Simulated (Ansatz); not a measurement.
## A series of single points on HfS2

System: HfS2 (P-3m1, 3 atoms in the cell).
Method: DFT r2SCAN, scalar-relativistic, plane waves, PAW, no spin polarisation (Ansatz 0.2.0).

The 7 runs differ only in the geometry, by a strain of the cell at fixed fractional positions. Against run 4, the strain is εxx = η and εyy = η. The structure derives from a Materials Project entry.

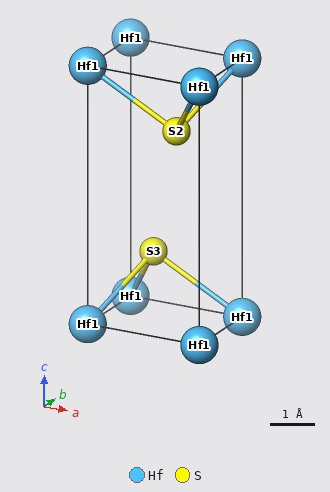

Figure 1. The structure of run 4 (ball-and-stick view of the cell of the calculation, seen slightly off an axis; atoms are numbered from 1 in the order of the input).

## Input of run 4
```yaml
crystal:
  lattice:
    - [3.6760608218, 0.0, 0.0]
    - [-1.8380304109, 3.1835620575, 0.0]
    - [0.0, 0.0, 6.05556247]
  atoms:
    - { symbol: Hf, position: [0.0, 0.0, 0.0] }
    - { symbol: S, position: [0.6666666667, 0.3333333333, 0.76395205] }
    - { symbol: S, position: [0.3333333333, 0.6666666667, 0.23604795] }
basis:
  ecutwfc: 500
kpoints:
  mp_grid: { grid: [9, 9, 6] }
hamiltonian:
  xc: r2scan
scf:
  occupations: { method: gaussian, width: 0.05 }
output:
  forces: true
  stress: true
  eigenvalues: true
```

Lattice vectors (Å) and fractional positions of run 4:
```
   3.676061    0.000000    0.000000
  -1.838030    3.183562    0.000000
   0.000000    0.000000    6.055562
Hf  0.000000  0.000000  0.000000
S   0.666667  0.333333  0.763952
S   0.333333  0.666667  0.236048
```

Run 2 differs from it as follows:
```diff
-    - [3.6760608218, 0.0, 0.0]
-    - [-1.8380304109, 3.1835620575, 0.0]
+    - [3.5304742546, 0.0, 0.0]
+    - [-1.7652371273, 3.0574803919, 0.0]
```

## Results, with one run withheld

```tsv
run	strain parameter η (%)	free energy per atom, from the lowest run given (meV)	pressure (GPa)	gap on the mesh (eV)
1	−4.9505	69.71	10.92	1.17
2	−3.9604	?	?	?
3	−2.9703	17.64	5.37	1.40
4	0.0000	0.00	−1.34	1.55
5	0.9901	8.29	−3.20	1.57
6	1.9802	22.92	−4.90	1.59
7	2.9703	43.48	−6.44	1.60
```

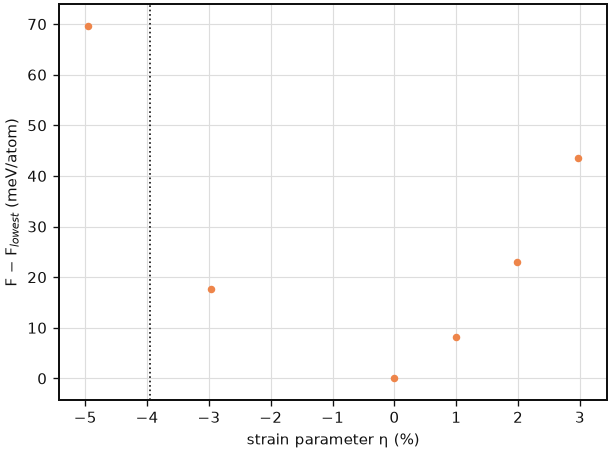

Figure 2. Free energy per atom of the runs given; the dotted line marks run 2.

Fit the runs given and predict run 2.

A cubic polynomial in the coordinate, fitted to the 6 runs given, misses them by at most 0.03 meV per atom. With x = η + 0.3300, it reads F = −1.3196 + 2.7424 x + 3.5472 x² − 0.080769 x³ (meV per atom). At run 2 it gives 39.34 meV per atom, and the run itself gives 39.29. The fit has its minimum at η = −0.7116 %. The gap on the mesh goes, without turning, from 1.17 eV in run 1 to 1.60 eV in run 7; run 2 has 1.29 eV. These are gaps of this functional on this mesh, which can miss the band edges; they aren't the measured gap.

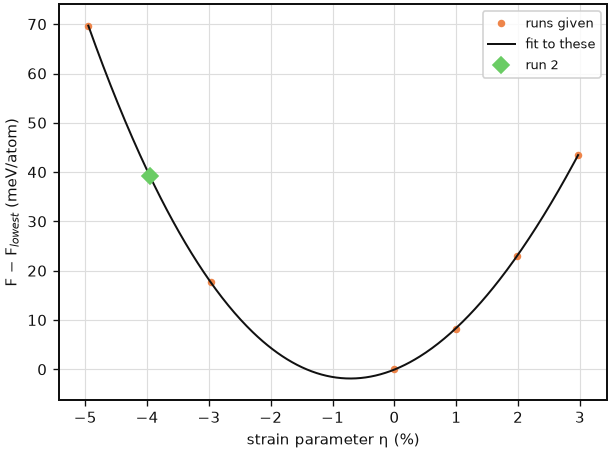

Figure 3. The fit and the withheld run.

## Output, shortened to warnings, some set-up lines, iterations and results (run 2)
```
Basis set: ecut = 500 eV, 1643 PW (Γ), exchange–correlation on 108×108×180 points (64 copies of the dense FFT grid, shifted against one another)
Symmetry: 12 space group operations
k-points: 62 of 486
Initial density: superposition of atomic densities (neutral atoms: chi_scale 0, normalization atom), corrected by the library's trained network
[...]
SCF iter   1: F=—  HF=-17549.958527 eV  |F-HF|=—  |Δ(HF+E_count)|=         —  Δρ=6.63e-3  dr2=2.41e-2  dr2_τ=6.33e-2  ethr=1.77e-3  ⟨swp⟩=6.0  Hψ=6385  notcnv=0
SCF iter   2: F=—  HF=-17549.985012 eV  |F-HF|=—  |Δ(HF+E_count)|=   2.65e-2  Δρ=3.69e-3  dr2=1.31e-2  dr2_τ=8.47e-4  ethr=6.35e-5  ⟨swp⟩=2.0  Hψ=3348  notcnv=0
SCF iter   3: F=—  HF=-17549.983278 eV  |F-HF|=—  |Δ(HF+E_count)|=   1.73e-3  Δρ=2.43e-3  dr2=3.70e-3  dr2_τ=2.30e-4  ethr=3.44e-5  ⟨swp⟩=2.1  Hψ=2155  notcnv=0
SCF iter   4: F=—  HF=-17549.983473 eV  |F-HF|=—  |Δ(HF+E_count)|=   1.94e-4  Δρ=8.40e-4  dr2=6.87e-4  dr2_τ=1.54e-5  ethr=9.74e-6  ⟨swp⟩=1.1  Hψ=1471  notcnv=0
SCF iter   5: F=—  HF=-17549.983442 eV  |F-HF|=—  |Δ(HF+E_count)|=   3.13e-5  Δρ=1.30e-4  dr2=2.19e-5  dr2_τ=6.06e-7  ethr=1.81e-6  ⟨swp⟩=2.0  Hψ=1744  notcnv=0
SCF iter   6: F=—  HF=-17549.983445 eV  |F-HF|=—  |Δ(HF+E_count)|=   3.14e-6  Δρ=4.98e-5  dr2=3.76e-6  dr2_τ=2.45e-7  ethr=5.77e-8  ⟨swp⟩=2.0  Hψ=2354  notcnv=0
SCF iter   7: F=—  HF=-17549.983444 eV  |F-HF|=—  |Δ(HF+E_count)|=   3.34e-7  Δρ=1.01e-5  dr2=1.01e-7  dr2_τ=3.84e-9  ethr=9.89e-9  ⟨swp⟩=2.0  Hψ=1815  notcnv=0
SCF iter   8: F=-17549.983444 eV  HF=-17549.983444 eV  |F-HF|=3.91e-9  |Δ(HF+E_count)|=   5.81e-8  Δρ=1.87e-6  dr2=2.95e-9  dr2_τ=1.66e-10  ethr=2.63e-10  ⟨swp⟩=5.1  Hψ=5952  …
SCF 1 converged in 8 iterations: F = -17549.983444 eV  dr2 = 2.95e-9
SCF converged after 8 iterations
Free energy (F): -17549.983444 eV
Harris-Foulkes:  -17549.983444 eV  (|F-HF|=3.91e-9)
Internal energy: -17549.983444 eV  (E = F + TS)
E sigma→0 (E₀):  -17549.983444 eV
Fermi energy:    9.743086 eV
--- Per-component energies (eV) ---
  E_band       = -219.224259
  E_kinetic    = 639.651102
  E_local      = -8471.743127  (includes V_loc(G=0)·N_el)
  E_nonlocal   = -1190.830233
  E_hartree    = 3926.944610
  E_xc         = -468.867812
  E_vxc        = -484.710081  (∫ρ·V_xc dr)
  E_paw        = -8171.233201  (= ΣΔE_a)
  E_vpaw       = 1411.325000  (= ΣTr[D̂ρ^β])
  E_aug_tail   = 0.000001  (compensation charges beyond the density's cutoff)
  E_vtau       = 23.193947  (kinetic-family band-sum trace: ∫τ·v_τ [+ j·A + Jᵃ·Aᵃ] dr)
  E_ewald      = -3814.006772
  E_core_change = 0.101988  (= ΣΔE_core)
  E_smearing   = -0.000000  (= −TS)
  E_closure    = -0.000000  (closes the sum)
  Σ components = -17549.983444   (vs F -17549.983444, Δ=0.00e0)
--- Forces (eV/Å), atoms counted from 1 ---
  atom   1  Hf     0.00000000     0.00000000     0.00000000
  atom   2  S     -0.00000000     0.00000000    -0.75952601
  atom   3  S      0.00000000    -0.00000000     0.75952601
  max |Σ_I F_I| component: 6.53e-31 eV/Å
--- Stress (GPa, compression-positive) ---
        9.253639      -0.000000      -0.000000
       -0.000000       9.253639      -0.000000
       -0.000000      -0.000000       5.562887
  P = ⅓ Tr σ = 8.0234 GPa (80.234 kbar)
```

Notes: Spin–orbit coupling is left out, which matters for Hf.
